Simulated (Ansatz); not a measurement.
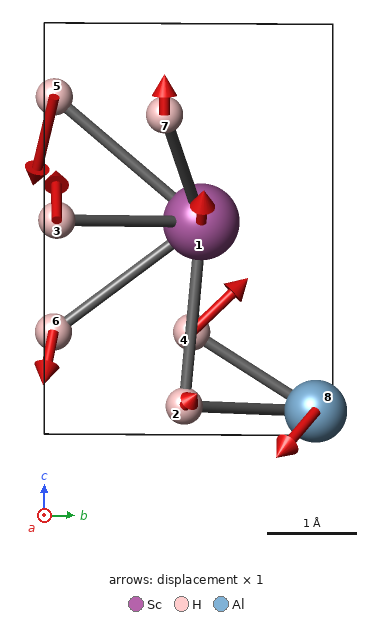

A relaxation of crystalline ScAlH6 (built on the TaNbAl6-123 type type). The starting structure is drawn; red arrows show the displacements (the part carried along by the change of the cell is left out), at their true length.

Style: ball-and-stick. Shown: the cell of the calculation, along the a axis.

Case: shaken.

Computed with DFT, PBEsol, plane waves, PAW (Ansatz 0.2.0).

Input
```yaml
crystal:
  lattice:
    - [3.2406789078, 0.0076212854, 0.0495094531]
    - [0.0076212854, 3.2456182984, -0.0082413601]
    - [0.0712648155, -0.011862765, 4.6264507488]
  atoms:
    - { symbol: Sc, position: [0.4939352985, 0.5437433723, 0.5179687035] }
    - { symbol: H, position: [0.4475122123, 0.4848683284, 0.0698529707] }
    - { symbol: H, position: [-0.0669275473, 0.0434223047, 0.5202188899] }
    - { symbol: H, position: [0.0375801866, 0.5106531225, 0.2497865145] }
    - { symbol: H, position: [0.512407121, 0.0345801908, 0.8201546176] }
    - { symbol: H, position: [0.4308587024, 0.0318497838, 0.24838856] }
    - { symbol: H, position: [0.0071157515, 0.4167671445, 0.7780064478] }
    - { symbol: Al, position: [0.009306468, -0.0592712908, 0.0589329821] }
kpoints:
  mp_grid: { grid: [6, 6, 4] }
hamiltonian:
  xc: pbesol
scf:
  occupations: { method: fermi_dirac, width: 0.05 }
relax:
  f_tol: 0.01
  cell: {}
  max_steps: 120
output:
  write_density: true
  write_potential: true
  elf: true
  volumetric_format: npy
```

Launched with:
```bash
ansatz run input.yaml --threads 4 --pin off --max-ram 4608MiB --backend cpu --events-out ev --progress --plain --runs-dir out
```

Which element moves most?

Answer. Hydrogen: up to 1.23 Å, against 0.86 Å for aluminium.

What happened in the run?

Answer. H5 moves most relative to the cell: 1.23 Å along [−2 0 −3]. By element the largest moves are H 1.23 Å, Al 0.86 Å, Sc 0.48 Å. The volume changes by +16.5 %, with a 3.241 → 3.976 Å (+22.7 %), b 3.246 → 3.841 Å (+18.3 %), c 4.627 → 4.188 Å (−9.5 %), α 90.3° → 62.7°, β 88.2° → 93.5°, γ 89.7° → 90.0°. Among the contacts that change: H4–Al8 2.049 → 4.188 Å, Sc1–H6 3.774 → 2.069 Å, H5–Al8 2.004 → 3.399 Å, Sc1–H6 (another image) 2.087 → 3.411 Å. New bonds form, among them: H3–Al8 (2.54 → 1.71 Å), Sc1–H6 (another periodic image) (3.77 → 2.07 Å). Bonds break, among them: Sc1–H3 (2.43 → 3.71 Å), Sc1–H3 (2.44 → 3.71 Å), Sc1–H6 (2.09 → 3.41 Å). Bond angles that change, for instance: Sc1–H3–Sc1 97.5° → 133.4°, Sc1–H4–Al8 102.4° → 135.9°, Sc1–H5–Sc1 98.4° → 127.0°. The space group (tolerance 0.01 Å) goes from P1 (No. 1) to Cm (No. 8). Over 36 accepted moves (41 points after the start) the energy falls by 226 meV per atom. Largest force component: 1.5 eV/Å at the start, 0.002 eV/Å at the end. Pressure: 5.36 GPa at the start and 0.01 GPa at the end. The line search rejected the trial steps at points 12, 20 of the run. At 3 points the geometry stayed and the basis and grid were re-selected for the new cell (energy shift of 18.1 meV per atom at most each time). Cost: 78 s on 4 threads of Arm Neoverse V1, with other jobs on the host, peak memory 0.46 GiB.
